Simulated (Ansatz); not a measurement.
# Run report: Ga₂O₃, single-point calculation

- system: Ga₂O₃ (10 atoms in the cell)
- method: DFT, PBE, plane waves, PAW, no spin polarisation (Ansatz 0.2.0)

The structure derives from a Materials Project entry. It belongs to a series of runs on one base structure; here: band edges sought over the zone. Figures and captions count atoms from 1; the log counts them from 0 in places.

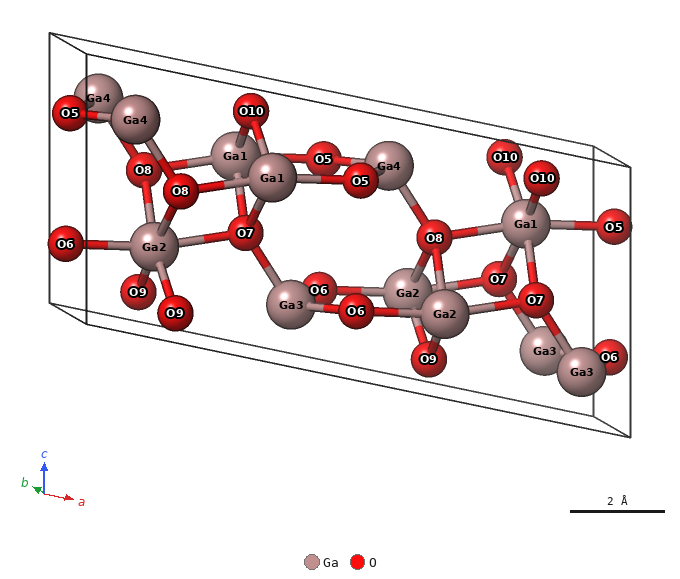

*The input geometry (ball-and-stick view of the cell 2 times as large as that of the calculation, set on its symmetry axes, seen slightly off an axis; atoms are numbered from 1 in the order of the input).*

Summary

| quantity | value |
| --- | --- |
| outcome | converged |
| space group (tolerance 0.01 Å) | C2/m (12) |
| electrons treated | 88 |
| free energy | −18540.1191 eV |
| Fermi energy | 8.565 eV |
| gap on the k-point mesh | 2.01 eV |
| gap on the band path | 2.01 eV |
| pressure | 0.02 GPa |
| largest force (length of the vector) | 0.002 eV/Å |
| hardware | 4 threads of AMD EPYC (Zen 3), 189 GiB of memory available, shared host |
| wall time | 67 s (CPU time 4.2 min) |
| peak memory | 0.97 GiB |

Remarks

Settings chosen away from the usual ones: band edges sought over the zone. These settings are looser than, or depart from, a standard set-up, so the numbers are not reference values for this system.

Input file
```yaml
crystal:
  lattice:
    - [6.2270971196, -1.5416465164, 0.0062236436]
    - [6.2270971196, 1.5416465164, 0.0062236436]
    - [-1.3979838443, 0.0, 5.7089373004]
  atoms:
    - { symbol: Ga, position: [0.3414969631, 0.3414969631, 0.6858233311] }
    - { symbol: Ga, position: [0.6585030369, 0.6585030369, 0.3141766689] }
    - { symbol: Ga, position: [0.9100736983, 0.9100736983, 0.2052722564] }
    - { symbol: Ga, position: [0.0899263017, 0.0899263017, 0.7947277436] }
    - { symbol: O, position: [0.5039752977, 0.5039752977, 0.7433114352] }
    - { symbol: O, position: [0.4960247023, 0.4960247023, 0.2566885648] }
    - { symbol: O, position: [0.8263047176, 0.8263047176, 0.4356657513] }
    - { symbol: O, position: [0.1736952824, 0.1736952824, 0.5643342487] }
    - { symbol: O, position: [0.1635091202, 0.1635091202, 0.1092019369] }
    - { symbol: O, position: [0.8364908798, 0.8364908798, 0.8907980631] }
basis:
  ecutwfc: 420
  xc_grid: 2
kpoints:
  mp_grid: { grid: [10, 10, 6] }
  band_path: { path: [VBM, CBM], npoints: 2 }
hamiltonian:
  xc: pbe
scf:
  occupations: { method: gaussian, width: 0.01 }
output:
  forces: true
  stress: true
  eigenvalues: true
```

Launch command:
```bash
ansatz run input.yaml --threads 4 --pin off --max-ram 8192MiB --backend cpu --events-out ev --progress --plain --runs-dir out
```

The program's output
```
basis.fft_grid_basis auto: the FFT boxes are laid along the combinations [[1, -1, 0], [0, 1, 0], [0, 0, 1]] of the cell's own vectors, 3.083, 6.415 and 5.878 Å long. The dense box has 24×45×40 points. Along the cell's own vectors, as sized, it would have 45×45×40, 1.88 times as many. Of the 4 symmetry operations that the crystal satisfies within crystal.symmetry.tolerance (time reversal apart; of a slab, those that keep its plane) the dense box along the cell's own vectors carries 4, and the one as laid loses 2 of those. basis.fft_grid_basis: typed keeps the cell's own vectors: state it where this run's energies or levels are differenced outside the engine with another run's, or held beside a run that keeps those vectors.
Engine: ansatz 0.2.0, x86_64-unknown-linux-gnu
Pseudopotentials: kind: paw
Pseudopotential: Ga, paw, valence charge 13, recommended cutoff 420 eV (normal), Ga.paw.azcp
Pseudopotential: O, paw, valence charge 6, recommended cutoff 420 eV (normal), O.paw.azcp
Functional definition: PBE
  parameter kappa = 0.804
  parameter beta = 0.06672455060314922
  exchange = pbe_x(kappa = kappa, mu = beta*pi^2/3)
  correlation = pbe_c(beta = beta)
Crystal: 10 atoms, lattice volume = 109.638 Å³
Basis set: ecut = 420 eV, 2141 PW (Γ), FFT grids on a1−a2, a2, a3, exchange–correlation on 48×90×80 points (8 copies of the dense FFT grid, shifted against one another)
Bands: 54, of which v1, the nominal top of the filled ones, is band 44 counted from 1 (43 counted from 0)
Symmetry: 4 space group operations
Space group: C2/m (ITA 12), of the structure as read, at distance tolerance 4.8e-5 Å
k-points: 172 of 600
Non-local potential: Ga, projectors of the file, l = 0: 2, l = 1: 2, l = 2: 3, l = 3: 1
Non-local potential: O, projectors of the file, l = 0: 2, l = 1: 2, l = 2: 1
PAW form: soft (Blöchl's): semilocal exchange-correlation on the pseudo side does not see the compensation charge
PAW one-centre angular grid: Ga, 590 points (default); XC on 64 Gauss nodes
PAW one-centre angular grid: O, 110 points (default); XC on 64 Gauss nodes
Initial density: superposition of atomic densities (neutral atoms: chi_scale 0, normalization atom), corrected by the library's trained network
Initial wavefunctions: pseudopotential atomic-orbital guess
Functional: x = pbe(κ = 0.804, μ = 0.2195149727645171), c = pbe(β = 0.06672455060314922)
SCF iter   1: F=—  HF=-18540.117301 eV  |F-HF|=—  |Δ(HF+E_count)|=         —  Δρ=1.13e-3  dr2=4.82e-4  ethr=1.77e-3  ⟨swp⟩=6.1  Hψ=33849  notcnv=0  defer=11
preconditioner: auto → Resta (q_TF=auto, 2.630 Å⁻¹)  ε∞=4.6  [insulator: Δε(μ)=2.012 eV  Ē_g=17.432 eV  σ=0.010 eV  W_gap=1.00  n_scr=34 (ndim 8)  ℏωp=33.3 eV  f_vac=0.020  D(μ)=0.00/eV (n_scr^D=0)  ε∞_Penn≈4.6]
SCF iter   2: F=—  HF=-18540.118560 eV  |F-HF|=—  |Δ(HF+E_count)|=   1.26e-3  Δρ=6.02e-4  dr2=1.57e-4  ethr=5.48e-7  ⟨swp⟩=2.7  Hψ=19814  notcnv=0  defer=710
SCF iter   3: F=—  HF=-18540.118999 eV  |F-HF|=—  |Δ(HF+E_count)|=   4.39e-4  Δρ=2.15e-4  dr2=3.88e-5  ethr=1.78e-7  ⟨swp⟩=2.0  Hψ=17155  notcnv=0  defer=710
SCF iter   4: F=—  HF=-18540.119128 eV  |F-HF|=—  |Δ(HF+E_count)|=   1.29e-4  Δρ=6.12e-5  dr2=3.76e-6  ethr=4.40e-8  ⟨swp⟩=2.0  Hψ=15705  notcnv=0  defer=710
SCF iter   5: F=—  HF=-18540.119131 eV  |F-HF|=—  |Δ(HF+E_count)|=   2.32e-6  Δρ=2.55e-5  dr2=8.11e-7  ethr=4.27e-9  ⟨swp⟩=2.0  Hψ=11620  notcnv=0  defer=710
SCF iter   6: F=—  HF=-18540.119131 eV  |F-HF|=—  |Δ(HF+E_count)|=   4.80e-7  Δρ=1.62e-5  dr2=2.05e-7  ethr=9.22e-10  ⟨swp⟩=2.0  Hψ=16146  notcnv=0  defer=710
SCF iter   7: F=-18540.119131 eV  HF=-18540.119131 eV  |F-HF|=9.06e-9  |Δ(HF+E_count)|=   2.71e-9  Δρ=3.98e-6  dr2=1.11e-8  ethr=1.14e-10  ⟨swp⟩=8.9  Hψ=38532  notcnv=0
SCF 1 converged in 7 iterations: F = -18540.119131 eV  dr2 = 1.11e-8
  greatest PAW one-centre occupation: 0.998 electrons in one spin orbital (limit 2), on the Ga atom at site 1 (counted from 0), in its partial waves of l = 2
```

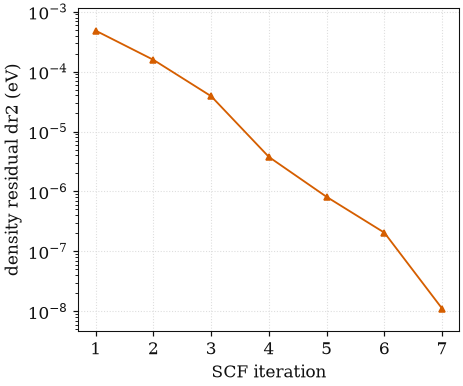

*Convergence of the self-consistent field: density residual dr2 against the SCF iteration.*

The residual falls at every step.

```
NSCF: frozen V_eff on 68 k-points
NSCF: frozen V_eff on 68 k-points
NSCF: frozen V_eff on 68 k-points
NSCF: frozen V_eff on 68 k-points
NSCF: frozen V_eff on 68 k-points
NSCF: frozen V_eff on 53 k-points
NSCF: frozen V_eff on 5 k-points
NSCF: frozen V_eff on 27 k-points
NSCF: frozen V_eff on 19 k-points
NSCF: frozen V_eff on 14 k-points
NSCF: frozen V_eff on 19 k-points
NSCF: frozen V_eff on 20 k-points
NSCF: frozen V_eff on 4 k-points
NSCF: frozen V_eff on 3 k-points
SCF converged after 7 iterations
Free energy (F): -18540.119131 eV
Harris-Foulkes:  -18540.119131 eV  (|F-HF|=9.06e-9)
Internal energy: -18540.119131 eV  (E = F + TS)
E sigma→0 (E₀):  -18540.119131 eV
Fermi energy:    8.565002 eV
--- Per-component energies (eV) ---
  E_band       = -146.320172
  E_kinetic    = 1514.175325
  E_local      = -9271.240204  (includes V_loc(G=0)·N_el)
  E_nonlocal   = 2020.200843
  E_hartree    = 4150.811092
  E_xc         = -710.598007
  E_vxc        = -787.666513  (∫ρ·V_xc dr)
  E_paw        = -8942.041797  (= ΣΔE_a)
  E_vpaw       = -1923.427932  (= ΣTr[D̂ρ^β])
  E_aug_tail   = 0.014301  (compensation charges beyond the density's cutoff)
  E_ewald      = -7301.440684
  E_smearing   = -0.000000  (= −TS)
  E_closure    = -0.000000  (closes the sum)
  Σ components = -18540.119131   (vs F -18540.119131, Δ=0.00e0)
--- Forces (eV/Å), atoms counted from 1 ---
  atom   1  Ga     0.00082967    -0.00000000     0.00098571
  atom   2  Ga    -0.00082967     0.00000000    -0.00098571
  atom   3  Ga     0.00154477    -0.00000000     0.00016504
  atom   4  Ga    -0.00154477     0.00000000    -0.00016504
  atom   5  O      0.00080920    -0.00000000     0.00010684
  atom   6  O     -0.00080920     0.00000000    -0.00010684
  atom   7  O     -0.00043821    -0.00000000    -0.00052790
  atom   8  O      0.00043821     0.00000000     0.00052790
  atom   9  O      0.00025070    -0.00000000     0.00006291
  atom  10  O     -0.00025070     0.00000000    -0.00006291
  max |Σ_I F_I| component: 1.08e-19 eV/Å
--- Stress (GPa, compression-positive) ---
        0.021388       0.000000      -0.000577
        0.000000       0.019100      -0.000000
       -0.000580      -0.000000       0.013980
  P = ⅓ Tr σ = 0.0182 GPa (0.182 kbar)
--- Band table (eV; the first three rows and the last of 172) ---
  k-point 0: bands = ["-11.0494", "-10.0014", "-9.9727", "-9.8698", "-9.4255", "-9.4235", "-5.4229", "-5.3943", "-5.3896", "-5.3322", "-5.2423", "-5.2420", "-5.2267", "-5.2261", "-5.1669", "-5.0611", "-5.0490", "-5.0457", "-5.0275", "-5.0132", "-5.0065", "-4.9693", "-4.9580", "-4.8425", "-4.7147", "-4.6451", "0.7458", "1.7811", "2.8639", "3.5613", "4.1807", "4.9775", "5.1097", "5.4225", "5.6418", "5.6991", "5.9657", "6.0136", "6.5847", "6.8621", "6.9026", "7.0932", "7.2733", "7.5382", "9.5708", "12.9338", "13.8526", "14.0266", "15.1165", "15.9732", "16.5573", "16.7760", "18.5476", "19.5822"]
  k-point 1: bands = ["-11.0028", "-10.0901", "-9.9818", "-9.8231", "-9.4681", "-9.3926", "-5.4160", "-5.3952", "-5.3903", "-5.3314", "-5.2813", "-5.2359", "-5.2353", "-5.2176", "-5.1650", "-5.0634", "-5.0574", "-5.0534", "-5.0398", "-5.0190", "-5.0055", "-4.9582", "-4.9570", "-4.8240", "-4.7731", "-4.5503", "0.8619", "1.9206", "2.7310", "3.5807", "4.2315", "4.9784", "5.2126", "5.3706", "5.5873", "5.6351", "5.8805", "5.9714", "6.4611", "6.9102", "6.9189", "6.9243", "7.2380", "7.3206", "10.0688", "13.0610", "13.7014", "14.1219", "14.9618", "16.1015", "16.3485", "16.9642", "18.7881", "19.6088"]
  k-point 2: bands = ["-10.8818", "-10.2690", "-9.9935", "-9.7551", "-9.5010", "-9.3901", "-5.3989", "-5.3967", "-5.3920", "-5.3365", "-5.3265", "-5.2733", "-5.2217", "-5.1976", "-5.1655", "-5.0752", "-5.0716", "-5.0671", "-5.0539", "-5.0221", "-5.0040", "-4.9556", "-4.9379", "-4.8261", "-4.7913", "-4.4440", "1.1949", "2.1215", "2.5343", "3.5315", "4.3808", "5.0050", "5.0395", "5.4024", "5.5076", "5.6342", "5.7210", "6.0133", "6.2208", "6.4373", "6.9239", "6.9983", "7.0430", "7.2800", "11.0209", "12.8641", "13.6753", "14.2715", "14.9723", "15.5473", "16.8620", "17.1149", "19.0178", "19.1917"]
  k-point 171: bands = ["-10.6690", "-10.3050", "-10.1465", "-9.8388", "-9.5523", "-9.3366", "-5.4071", "-5.4013", "-5.4003", "-5.3804", "-5.3282", "-5.3254", "-5.2227", "-5.2073", "-5.1822", "-5.1681", "-5.0846", "-5.0832", "-5.0620", "-5.0554", "-5.0016", "-4.9789", "-4.9534", "-4.9015", "-4.4255", "-4.2804", "2.0232", "2.2719", "2.4604", "2.9646", "4.0806", "4.5391", "4.7621", "4.9929", "5.2052", "5.4963", "5.7682", "6.3479", "6.6424", "6.8551", "6.9233", "6.9244", "6.9753", "7.5489", "12.3172", "12.5425", "13.3831", "13.6661", "14.3739", "15.0210", "17.0655", "17.4433", "18.9549", "19.3038"]
```
